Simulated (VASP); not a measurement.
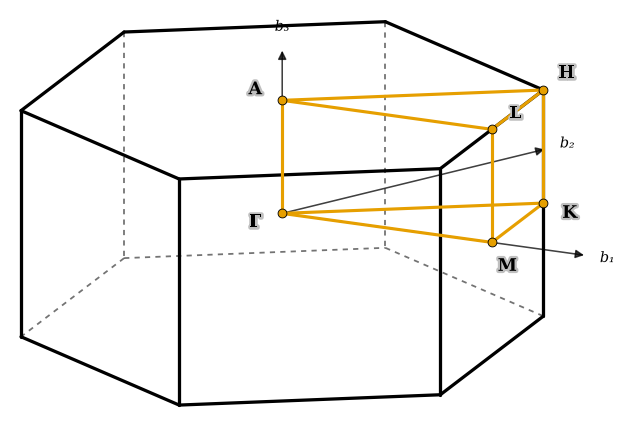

For Ge, a cell listed in the Materials Project, as set up for an electronic-structure calculation: the first Brillouin zone and its special points. Geometry calculated from the standardised cell; symmetry tolerance 0.002 Å.

Space group P6_3/mmc, No. 194; a = 3.998 Å, b = 3.998 Å, c = 6.599 Å, α = 90.00°, β = 90.00°, γ = 120.00°.

Labels and path follow the convention of Hinuma et al. (2017), as computed by seekpath; the arrows show the directions of the reciprocal primitive vectors b₁, b₂, b₃, in which coordinates are given; lengths include the factor 2π.

**List the special points with their coordinates and distances from Γ.**

```
point   k₁   k₂   k₃  length of k (1/Å)
    Γ    0    0    0              0.000
    A    0    0  1/2              0.476
    K  1/3  1/3    0              1.048
    H  1/3  1/3  1/2              1.151
    M  1/2    0    0              0.907
    L  1/2    0  1/2              1.025
```

**What is the zone's volume?**

(2π)³ over the primitive cell's volume of 91.33 Å³: 2.72 Å⁻³.
